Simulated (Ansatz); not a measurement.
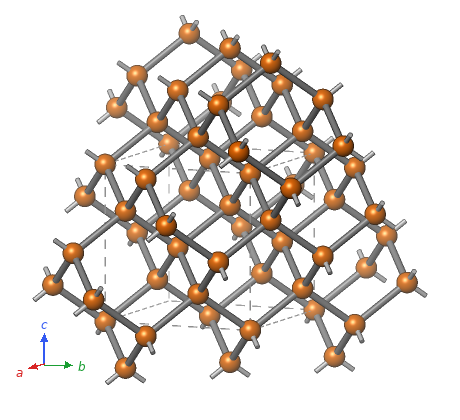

The net above was derived from one of the structures below (computed or model cells, partly hypothetical) by pruning terminal atoms and folding two-connected atoms into edges (only the bonds listed count; of a layer or chain structure one layer or chain is shown).

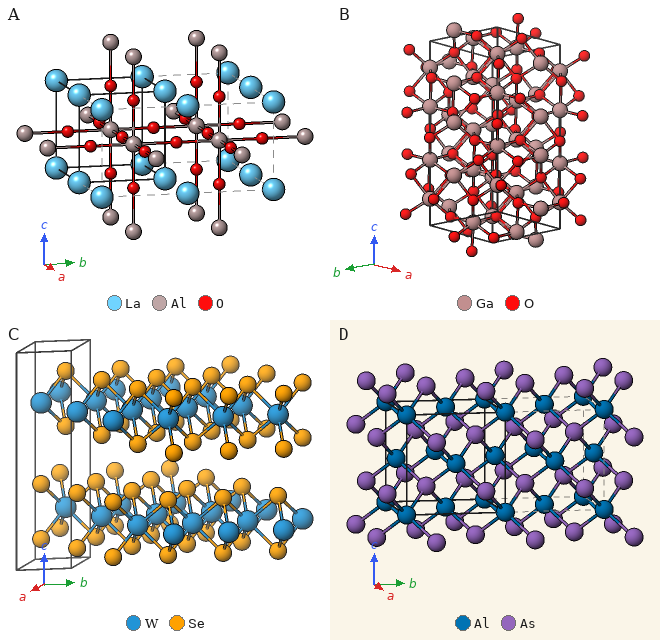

A: LaAlO₃ (bonds: Al–O below 2.1 Å)
B: Ga₂O₃ (bonds: Ga–O below 2.4 Å)
C: WSe2 (bonds: Se–W below 2.8 Å)
D: AlAs (bonds: Al–As below 2.8 Å)
All are geometries used in or obtained from electronic-structure calculations.

**Which structure gives this net?**

D, AlAs: a uninodal 4-connected, three-periodic net; Al and As are 4-connected nodes. It is the dia net, known from diamond, zinc blende and cristobalite. The others give a uninodal 6-connected, three-periodic net (A), a binodal (4,6)-connected, three-periodic net (B) and a binodal (3,6)-connected, two-periodic (layers) net (C).
